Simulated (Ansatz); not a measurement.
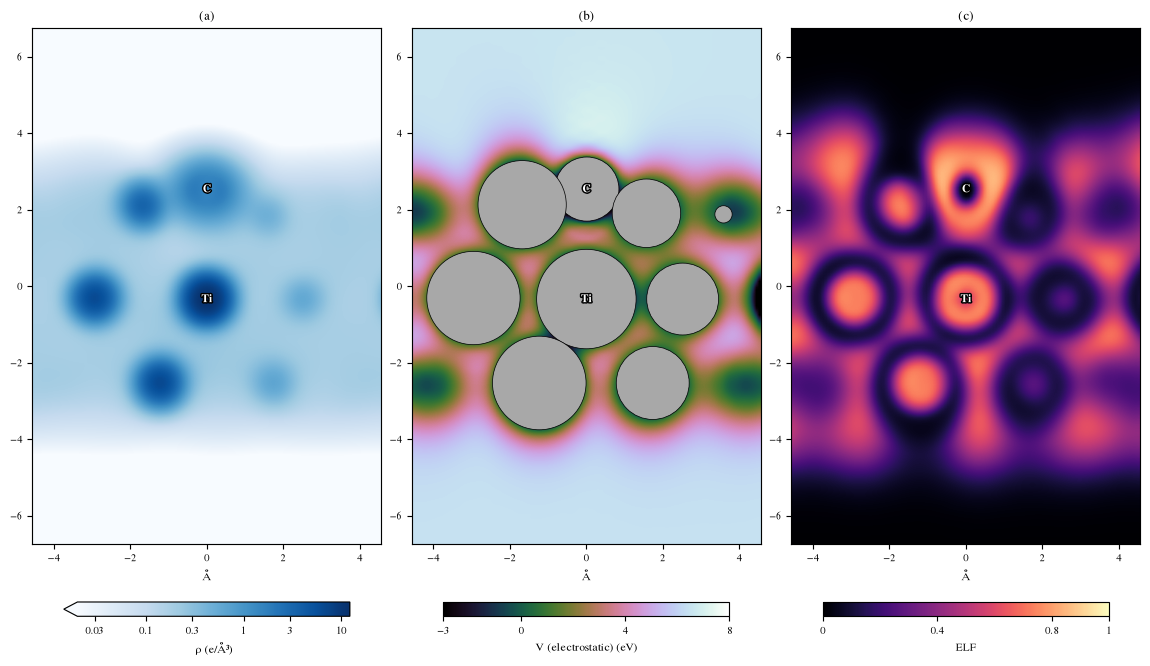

Figure. Ti9C (slab). (a) valence electron density; (b) electrostatic potential (local pseudopotential plus Hartree) felt by an electron; (c) electron localisation function on the (11̄0) plane of the calculation cell, a cut from vacuum to vacuum. Grey discs cover the atomic cores in the potential map.

A point of a scan over the structure, not its minimum; not relaxed (largest force 0.9 eV/Å); computed without spin polarisation; PAW files of the earlier set (soft_1).

All numbers below come from DFT PBE, scalar-relativistic, plane waves, PAW in Ansatz.

The density is the valence pseudo-density of a PAW calculation; it isn't the true density close to the nuclei.

```
Ti C
1.0
     2.83197    0.00000    0.00000
     0.00000    7.93166    0.00000
     0.00000    0.00000   19.92688
Ti C
9 1
Direct
  0.00000 0.50000 0.20073
  0.50000 0.16667 0.20073
  0.50000 0.83333 0.20073
  0.00000 0.00000 0.31221
  0.50000 0.66849 0.31087
  0.50000 0.33151 0.31087
  0.00000 0.47804 0.42343
  0.50000 0.10672 0.43465
  0.50000 0.81151 0.42201
  0.50000 0.33330 0.45517
```

**Interpret the plot.**

- Atoms in the plane: Ti and C.
- Atoms just off the plane (Ti, 0.4 Å away) can leave unmarked features too.
- The density dies away to nearly zero in the vacuum.
- The features right at Ti lie inside the PAW spheres, where the map follows smoothed inner orbitals and isn't to be read closely.

**Metal or insulator at this level of theory?**

It is gapless in this calculation (a metal or semimetal).
